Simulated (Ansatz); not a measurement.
# GaP (F-43m): thermal expansion from first principles, part 2 of 3

Aim: the lattice, expansion, heat capacity and bulk modulus of GaP as it warms.

Experimental results on record:
- volume expansion coefficient 15.9 1e-6/K, heat capacity C_P per formula unit 44.2 J/mol/K and bulk modulus 88.7 GPa near room temperature (given in “High-Throughput Prediction of Finite-Temperature Properties using the Quasi-Harmonic Approximation”, 2016, arXiv:1603.06924)

Ansatz 0.2.0; DFT LDA, scalar-relativistic, plane waves, PAW.

So far. Step 2 (A first coarse run): The start is under -2.7 GPa at this level and looks like an insulator or semiconductor on this mesh. Step 4 (Tight relaxation): The residual pressure is -0.0046 GPa, small enough for phonons.

## Step 5: Relaxing at another setting

The functional, the potentials or the cutoff change, so the crystal is relaxed again at the new setting.

Input file input.yaml:

```yaml
crystal:
  lattice:
    - [0.0, 2.6956500585, 2.6956500585]
    - [2.6956500585, 0.0, 2.6956500585]
    - [2.6956500585, 2.6956500585, 0.0]
  atoms:
    - { symbol: Ga, position: [0.0, 0.0, 0.0] }
    - { symbol: P, position: [0.25, 0.25, 0.25] }
kpoints:
  mp_grid: { grid: [8, 8, 8] }
hamiltonian:
  xc: lda
scf:
  occupations: { method: fixed }
output:
  forces: true
  stress: true
  eigenvalues: true
  write_density: true
  write_potential: true
  elf: true
  volumetric_format: npy
basis:
  ecutwfc: 550.0
relax:
  adjacent_minimum: "off"
  f_tol: 0.001
  max_steps: 60
  cell: { stress_tol: 0.01 }
```

Run with:

```
ansatz run input.yaml --threads 4 --pin off --max-ram 16384MiB --backend cpu --events-out ev --progress --plain --runs-dir out
```

Numbers of over 12 decimals in the logs are rounded to 6 here.

What it wrote:

```text
[...]
Crystal: 2 atoms, lattice volume = 39.176 Å³
Basis set: ecut = 550 eV, 1139 PW (Γ)
Bands: 13, of which v1, the nominal top of the filled ones, is band 9 counted from 1 (8 counted from 0)
Symmetry: 24 space group operations
[...]
k-points: 29 of 512 (time reversal used)
[...]
SCF iter   1: F=—  HF=-4433.773507 eV  |F-HF|=—  |Δ(HF+E_count)|=         —  Δρ=6.27e-3  dr2=1.57e-2  ethr=1.77e-3  ⟨swp⟩=5.1  Hψ=2009  notcnv=0  defer=50
[...]
SCF iter   6: F=-4433.767350 eV  HF=-4433.767350 eV  |F-HF|=4.28e-9  |Δ(HF+E_count)|=   1.07e-8  Δρ=3.66e-6  dr2=6.18e-9  ethr=5.38e-10  ⟨swp⟩=11.0  Hψ=3468  notcnv=0
SCF 1 converged in 6 iterations: F = -4433.767350 eV  dr2 = 6.18e-9
[...]
relax step   1: F+E_penalty+E_count = -4433.76734991 eV  Δ(F+E_penalty+E_count) = +0.000e0 eV  max|allowed force component| = 2.313e-16 eV/Å  Δτ_max = 0.0000 Å  P = -0.013 GPa  Ω = 39.176 Å³  (6 SCF iters, dr2 threshold 1.00e-7 eV, accepted)
Crystal: 2 atoms, lattice volume = 39.172 Å³
[...]
SCF iter   3: F=-4433.767350 eV  HF=-4433.767350 eV  |F-HF|=2.71e-10  |Δ(HF+E_count)|=  8.14e-10  Δρ=1.26e-6  dr2=3.71e-10  ethr=2.21e-12  ⟨swp⟩=8.0  Hψ=2458  notcnv=0
SCF 2 converged in 3 iterations: F = -4433.767350 eV  dr2 = 3.71e-10
relax step   2: F+E_penalty+E_count = -4433.76735028 eV  Δ(F+E_penalty+E_count) = -3.700e-7 eV  max|allowed force component| = 6.939e-17 eV/Å  Δτ_max = 0.0000 Å  P = -0.004 GPa  Ω = 39.172 Å³  energy of the carried Pulay correction = +1.751e-7 eV  (3 SCF iters, dr2 threshold 3.99e-10 eV, accepted)
[...]
SCF iter   6: F=-4433.767350 eV  HF=-4433.767350 eV  |F-HF|=1.82e-12  |Δ(HF+E_count)|=  2.73e-12  Δρ=4.38e-8  dr2=6.86e-13  ethr=1.00e-12  ⟨swp⟩=9.4  Hψ=2669  notcnv=0
SCF 3 converged in 6 iterations: F = -4433.767350 eV  dr2 = 6.86e-13
relax step   3: F+E_penalty+E_count = -4433.76735028 eV  Δ(F+E_penalty+E_count) = -1.683e-10 eV  max|allowed force component| = 6.014e-17 eV/Å  Δτ_max = 0.0000 Å  P = -0.004 GPa  Ω = 39.172 Å³  stress off target by 3.89e-3 GPa  SCF on the basis re-selected at this cell (its energy is not comparable with the rows above)  (6 SCF iters)
[...]
SCF converged after 6 iterations
Free energy (F): -4433.767350 eV
[...]
Internal energy: -4433.767350 eV  (E = F + TS)
E sigma→0 (E₀):  -4433.767350 eV
Fermi energy:    7.262136 eV
[...]
--- Stress (GPa, compression-positive) ---
       -0.003889      -0.000000       0.000000
       -0.000000      -0.003889       0.000000
       -0.000000       0.000000      -0.003889
  P = ⅓ Tr σ = -0.0039 GPa (-0.039 kbar)
--- Band table (eV; the first three rows and the last of 29) ---
  k-point 0: bands = [... 5 lower, -5.5085, 7.2621, 7.2621, 7.2621, 9.1442, 11.0396, 11.0396, 11.0396]
  k-point 1: bands = [... 5 lower, -5.2973, 5.5801, 7.0157, 7.0157, 9.7200, 11.4069, 11.4069, 11.6773]
  k-point 2: bands = [... 5 lower, -4.6972, 3.2518, 6.5585, 6.5585, 9.3645, 11.9258, 11.9258, 13.6099]
  k-point 28: bands = [... 5 lower, -2.2465, 0.4745, 3.4838, 3.6269, 11.8606, 12.1669, 13.2574, 13.3193]
--- Relaxed structure (2 steps of the walk, 2 accepted, 1 SCFs on fresh bases) ---
[...]
cell:  # Å, volume = 39.1723 Å³
    - [0, 2.695564, 2.695564]
    - [2.695564, 0, 2.695564]
    - [2.695564, 2.695564, 0]
  atoms:
    - { symbol: Ga, position: [0, 0, 0] }
    - { symbol: P, position: [0.25, 0.25, 0.25] }
```

It took 2 s on 4 threads of Intel Xeon Platinum 8559C (Emerald Rapids), shared host; peak memory 0.42 GiB.

Little changed from the start: no atom moved by 0.005 Å and no cell edge by 0.1 %.

Numbers from this step:

| Property | Result |
| --- | --- |
| pressure | -0.003889 GPa |

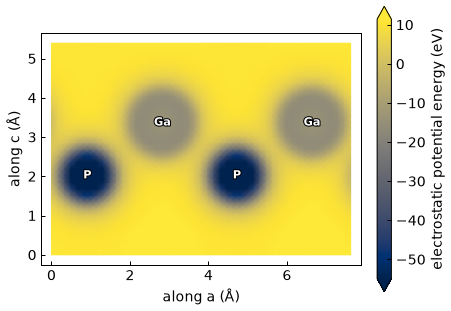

Electrostatic potential energy in the ac plane of a cell with a along [110], b along [-110] and c along [001] of the cube at fractional y = 0.000, with atoms of Ga and P within 0.2 Å of it. With pseudopotentials it is smooth inside the atoms' cores, unlike the true potential. The map starts off the cell's origin, so that atoms lie inside it.

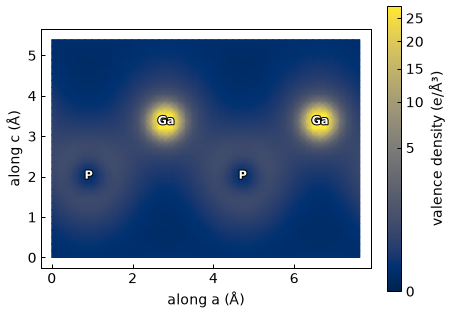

Valence density in the ac plane of a cell with a along [110], b along [-110] and c along [001] of the cube at fractional y = 0.000, with atoms of Ga and P within 0.2 Å of it. It is the smooth field of the valence electrons, not physical close to the nuclei. The map starts off the cell's origin, so that atoms lie inside it. The colour scale is stretched toward low values.

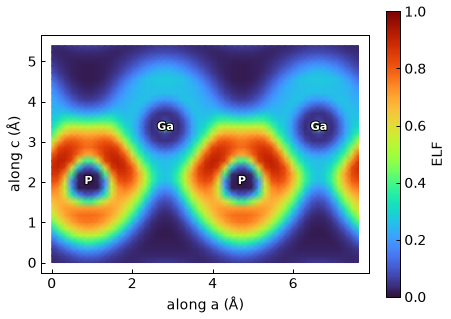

ELF in the ac plane of a cell with a along [110], b along [-110] and c along [001] of the cube at fractional y = 0.000, with atoms of Ga and P within 0.2 Å of it. It is the smooth field of the valence electrons, not physical close to the nuclei. The map starts off the cell's origin, so that atoms lie inside it.

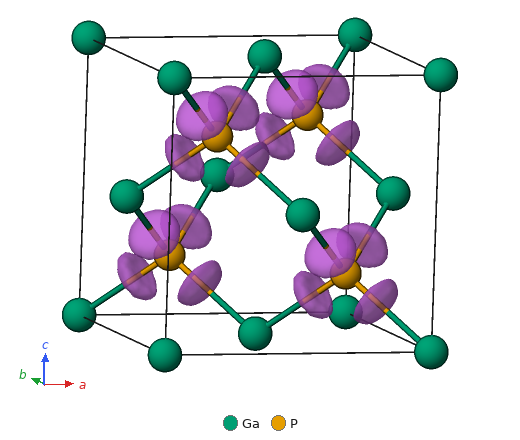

Surface of ELF = 0.83. Bonds to atoms that aren't drawn are left out.

The residual pressure is -0.0039 GPa, small enough for phonons.

## Step 6: Phonons on strained cells, cutoff 550 eV, k-mesh 8×8×8

Thermal expansion follows from how the free energy of the vibrations (and of the electrons in a metal) changes with strain, so the program makes strained cells, their phonons and a fit in one run.

input.yaml, the sections that differ from step 5:

```yaml
crystal:
  lattice:
    - [0.0, 2.6955639825, 2.6955639825]
    - [2.6955639825, 0.0, 2.6955639825]
    - [2.6955639825, 2.6955639825, 0.0]
  atoms:
    - { symbol: Ga, position: [0.0, 0.0, 0.0] }
    - { symbol: P, position: [0.25, 0.25, 0.25] }
output:
  eigenvalues: true
phonons:
  method: dfpt
  qmesh: [4, 4, 4]
  temperatures: { t_max: 800.0, t_step: 50 }
  thermal_expansion: {}
# kpoints, hamiltonian, scf, basis: as in step 5
# relax: removed
```

What it wrote:

```text
Warning: phonons: the dynamical matrix that this run interpolates holds no multipole term above the dipole-dipole one, and a site of this crystal is no centre of inversion, so its interpolated transverse optical and acoustic branches and sound speeds can stay off near Gamma, and the density of states and the thermodynamics with them. What a run solves at a wave vector of phonons.qpoints, Gamma apart, where the deck admits one, is free of this, and under fd what a larger phonons.supercell samples
[...]
Crystal: 2 atoms, lattice volume = 39.172 Å³
Basis set: ecut = 550 eV, 1139 PW (Γ), exchange–correlation on 60×60×60 points (8 copies of the dense FFT grid, shifted against one another)
Bands: 13, of which v1, the nominal top of the filled ones, is band 9 counted from 1 (8 counted from 0)
Symmetry: 24 space group operations
[...]
k-points: 29 of 512 (time reversal used)
[...]
SCF iter   1: F=—  HF=-4433.773506 eV  |F-HF|=—  |Δ(HF+E_count)|=         —  Δρ=6.27e-3  dr2=1.57e-2  ethr=1.77e-3  ⟨swp⟩=5.1  Hψ=2009  notcnv=0  defer=50
[...]
SCF iter   8: F=-4433.767350 eV  HF=-4433.767350 eV  |F-HF|=1.82e-12  |Δ(HF+E_count)|=  3.37e-11  Δρ=1.06e-7  dr2=4.04e-12  ethr=1.00e-12  ⟨swp⟩=10.7  Hψ=2663  notcnv=0
SCF 1 converged in 8 iterations: F = -4433.767350 eV  dr2 = 4.04e-12
[...]
relax step   1: F+E_penalty+E_count = -4433.76735042 eV  Δ(F+E_penalty+E_count) = +0.000e0 eV  max|allowed force component| = 2.961e-16 eV/Å  Δτ_max = 0.0000 Å  (8 SCF iters, accepted)
SCF converged after 8 iterations
Free energy (F): -4433.767350 eV
[...]
Internal energy: -4433.767350 eV  (E = F + TS)
E sigma→0 (E₀):  -4433.767350 eV
Fermi energy:    7.262137 eV
[...]
--- Stress (GPa, compression-positive) ---
       -0.003884      -0.000000       0.000000
        0.000000      -0.003884       0.000000
       -0.000000       0.000000      -0.003884
  P = ⅓ Tr σ = -0.0039 GPa (-0.039 kbar)
--- Band table (eV; the first three rows and the last of 29) ---
  k-point 0: bands = [... 5 lower, -5.5085, 7.2621, 7.2621, 7.2621, 9.1442, 11.0396, 11.0396, 11.0396]
  k-point 1: bands = [... 5 lower, -5.2973, 5.5801, 7.0157, 7.0157, 9.7200, 11.4069, 11.4069, 11.6773]
  k-point 2: bands = [... 5 lower, -4.6972, 3.2518, 6.5585, 6.5585, 9.3645, 11.9258, 11.9258, 13.6099]
  k-point 28: bands = [... 5 lower, -2.2465, 0.4745, 3.4838, 3.6269, 11.8606, 12.1669, 13.2574, 13.3193]
── thermal expansion: 3 new cells, 3 in all ──
thermal expansion: relaxation of cell 2
thermal expansion: relaxation of cell 3
── thermal expansion: 2 new cells, 5 in all ──
thermal expansion: relaxation of cell 4
thermal expansion: lower-state search of cell 4
thermal expansion: phonons of cell 4
thermal expansion: relaxation of cell 5
thermal expansion: phonons of cell 5
── thermal expansion: 5 new cells, 10 in all ──
thermal expansion: relaxation of cell 6
thermal expansion: relaxation of cell 7
thermal expansion: relaxation of cell 8
thermal expansion: relaxation of cell 9
thermal expansion: relaxation of cell 10
thermal expansion: phonons of cell 6
thermal expansion: phonons of cell 7
--- Relaxed structure (1 steps of the walk, 1 accepted, 0 SCFs on fresh bases) ---
  F+E_penalty+E_count = -4433.76735042 eV   max|allowed force component| = 2.961e-16 eV/Å
  atoms:
    - { symbol: Ga, position: [0.0, 0.0, 0.0] }
    - { symbol: P, position: [0.250000, 0.250000, 0.250000] }
--- Thermal expansion: 10 cells in 3 rounds, 0 GPa ---
  no lower state was reached at cell 4
  without vibrations: a 3.81205, b 3.81205, c 3.81205 Å, V 39.1706 Å³, B 90.18 GPa
  at 0 K: a 3.81790, b 3.81790, c 3.81790 Å, V 39.3513 Å³, B 88.83 GPa
  zero-point expansion: a +0.154, b +0.154, c +0.154, V +0.461 %
      T/K        a/Å        b/Å        c/Å       V/Å³ | expansion of a, b, c, V (1e-6/K)   | that of V in the mean from 25 °C | C_P, C_V (J/mol K of the cell) | B_T, B_S (GPa)
     0.00    3.81790    3.81790    3.81790    39.3513 |    0.00    0.00    0.00    0.00 |    7.03 |     0.000     0.000 |    88.83    88.83
   100.00    3.81795    3.81795    3.81795    39.3527 |    1.02    1.02    1.02    3.05 |   10.39 |    21.919    21.917 |    88.59    88.60
   200.00    3.81891    3.81891    3.81891    39.3825 |    3.74    3.74    3.74   11.22 |   13.29 |    37.455    37.402 |    87.80    87.93
   298.15    3.82057    3.82057    3.82057    39.4340 |    4.96    4.96    4.96   14.89 |       - |    43.542    43.405 |    86.86    87.13
   350.00    3.82159    3.82159    3.82159    39.4656 |    5.33    5.33    5.33   15.98 |   15.47 |    45.207    45.024 |    86.34    86.69
   450.00    3.82372    3.82372    3.82372    39.5316 |    5.78    5.78    5.78   17.33 |   16.31 |    47.118    46.843 |    85.31    85.81
   550.00    3.82599    3.82599    3.82599    39.6020 |    6.07    6.07    6.07   18.21 |   16.92 |    48.184    47.818 |    84.28    84.93
   650.00    3.82836    3.82836    3.82836    39.6756 |    6.29    6.29    6.29   18.87 |   17.42 |    48.855    48.394 |    83.24    84.03
   750.00    3.83081    3.83081    3.83081    39.7517 |    6.47    6.47    6.47   19.42 |   17.83 |    49.319    48.762 |    82.20    83.13
   800.00    3.83205    3.83205    3.83205    39.7905 |    6.55    6.55    6.55   19.66 |   18.02 |    49.503    48.898 |    81.68    82.69
  the static fit leaves 0.000 meV an atom of the energies and, of the stresses, 0.000 GPa of each cell's largest along a strain (root mean squares over the cells), whose Pulay part it has at -0.007 GPa
  vibrations' free energy: its fit passes through its cells
  the electrons' free energy at temperature is not in it: every band gap is over 0.83 eV
  free energies summed between the sampled wave vectors
  estimated error of the fitted expansion in any direction: up to 0.038e-6/K, at 800 K, with few degrees of freedom (an estimate, not a bound: it was exceeded on models of known expansion)
  by sums over the sampled wave vectors an expansion of the volume parts by up to 0.71e-6/K
  by a static energy of one degree less an expansion of the volume parts by up to 0.00e-6/K
  band gaps on the cells' k-points are 1.367 to 1.490 eV
```

It took 4.6 min on 4 threads; peak memory 1.3 GiB.

This step gave:

| Quantity | Value |
| --- | --- |
| pressure | -0.003884 GPa |
| volume expansion coefficient at 298 K | 14.89 1e-6/K |
| C_P at 298 K | 21.77 J/mol-atom/K |
| entropy at 298 K | 25.93 J/mol-atom/K |
| isothermal bulk modulus at 298 K | 86.86 GPa |
| Grüneisen parameter at 298 K | 0.7077 |
| volume at 298 K | 19.72 Å³/atom |
| principal linear expansion coefficients at 298 K | 4.964, 4.964, 4.964 1e-6/K |

Strained cells of the study; zero-point energy where phonons were solved; the pressures are stresses at a fixed cutoff and can carry an offset from the finite basis. Expansion cells, by row:

```tsv
cell	|a| (Å)	|b| (Å)	|c| (Å)	V (Å³/atom)	E - E_lowest (meV/atom)	pressure, compression positive (GPa)	gap (eV)	zero-point energy (meV/atom)
1	3.812	3.812	3.812	19.59	0	-0.011	1.431	-
2	3.843	3.843	3.843	20.06	3.099	-2.054	1.478	-
3	3.782	3.782	3.782	19.12	3.2	2.262	1.38	-
4	3.812	3.812	3.812	19.59	0	-0.029	1.431	46.62
5	3.831	3.831	3.831	19.89	1.257	-1.332	1.462	45.87
6	3.821	3.821	3.821	19.73	0.291	-0.654	1.446	46.27
7	3.839	3.839	3.839	20.01	2.479	-1.847	1.474	45.55
8	3.775	3.775	3.775	19.01	4.978	2.853	1.367	-
9	3.793	3.793	3.793	19.3	1.21	1.365	1.399	-
10	3.853	3.853	3.853	20.22	5.489	-2.691	1.49	-
```

Quasi-harmonic; a, b, c are the run's own cell vectors. Expansion, by row:

```tsv
T (K)	a (Å)	b (Å)	c (Å)	alpha (deg)	beta (deg)	gamma (deg)	cell volume (Å³/cell)	alpha_a (1e-6/K)	alpha_b (1e-6/K)	alpha_c (1e-6/K)	alpha_V (1e-6/K)	C_P (J/mol-atom/K)	C_V (J/mol-atom/K)	S (J/mol-atom/K)	B_T (GPa)	B_S (GPa)	Grueneisen	extrapolation	fit error (1e-6/K)
0	3.818	3.818	3.818	60	60	60	39.35	0	0	0	0	0	0	0	88.83	88.83	-	0	0
50	3.818	3.818	3.818	60	60	60	39.35	-0.15	-0.15	-0.15	-0.44	4.775	4.775	2.155	88.8	88.8	-0.096	0	0
100	3.818	3.818	3.818	60	60	60	39.35	1.02	1.02	1.02	3.05	10.96	10.96	7.441	88.59	88.6	0.292	0	0
150	3.818	3.818	3.818	60	60	60	39.36	2.6	2.6	2.6	7.8	15.68	15.67	12.84	88.24	88.29	0.52	0	0
200	3.819	3.819	3.819	60	60	60	39.38	3.74	3.74	3.74	11.22	18.73	18.7	17.8	87.8	87.93	0.625	0	0.01
250	3.82	3.82	3.82	60	60	60	39.41	4.48	4.48	4.48	13.45	20.61	20.56	22.2	87.33	87.53	0.678	0	0.01
298.1	3.821	3.821	3.821	60	60	60	39.43	4.96	4.96	4.96	14.89	21.77	21.7	25.93	86.86	87.13	0.708	0	0.01
300	3.821	3.821	3.821	60	60	60	39.44	4.98	4.98	4.98	14.94	21.81	21.74	26.07	86.84	87.11	0.709	0	0.01
350	3.822	3.822	3.822	60	60	60	39.47	5.33	5.33	5.33	15.98	22.6	22.51	29.5	86.34	86.69	0.728	0	0.01
400	3.823	3.823	3.823	60	60	60	39.5	5.58	5.58	5.58	16.74	23.16	23.04	32.55	85.83	86.25	0.742	0	0.01
450	3.824	3.824	3.824	60	60	60	39.53	5.78	5.78	5.78	17.33	23.56	23.42	35.3	85.31	85.81	0.752	0	0.01
500	3.825	3.825	3.825	60	60	60	39.57	5.94	5.94	5.94	17.81	23.86	23.7	37.8	84.8	85.37	0.759	0	0.01
550	3.826	3.826	3.826	60	60	60	39.6	6.07	6.07	6.07	18.21	24.09	23.91	40.09	84.28	84.93	0.766	0	0.01
600	3.827	3.827	3.827	60	60	60	39.64	6.19	6.19	6.19	18.56	24.28	24.07	42.19	83.76	84.48	0.771	0	0.01
650	3.828	3.828	3.828	60	60	60	39.68	6.29	6.29	6.29	18.87	24.43	24.2	44.14	83.24	84.03	0.776	0	0.01
700	3.83	3.83	3.83	60	60	60	39.71	6.39	6.39	6.39	19.16	24.55	24.3	45.96	82.72	83.58	0.78	0	0.02
750	3.831	3.831	3.831	60	60	60	39.75	6.47	6.47	6.47	19.42	24.66	24.38	47.65	82.2	83.13	0.784	0	0.03
800	3.832	3.832	3.832	60	60	60	39.79	6.55	6.55	6.55	19.66	24.75	24.45	49.25	81.68	82.69	0.787	0	0.04
```

Table of expansion coefficient by temperature; values in 1e-6/K:

```tsv
temperature (K)	volume	principal 1
0	0	0
50	-0.44	-0.15
100	3.05	1.02
150	7.8	2.6
200	11.2	3.74
250	13.4	4.48
298	14.9	4.96
300	14.9	4.98
350	16.0	5.33
400	16.7	5.58
450	17.3	5.78
500	17.8	5.94
550	18.2	6.07
600	18.6	6.19
650	18.9	6.29
700	19.2	6.39
750	19.4	6.47
800	19.7	6.55
```

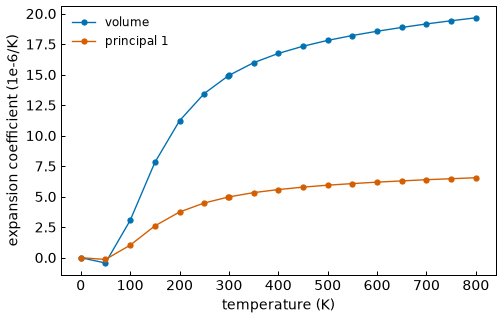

Expansion coefficient against temperature.

At 298 K the volume expansion is 14.9 × 10⁻⁶/K and B_T is 86.9 GPa.

(Part 2 of 3 ends here.)

[Logs are printed without paths, hosts, clocks, repeated set-up lines and the standing remarks that a program may print on its own settings, such as how far it seeks lower states.]

[Hosts, paths, dates, database ids (printed as entryN), source tags and the programs' standing remarks are cut or masked in the printed files.]

[A step with changed settings may run another functional than the one named; its input shows which.]
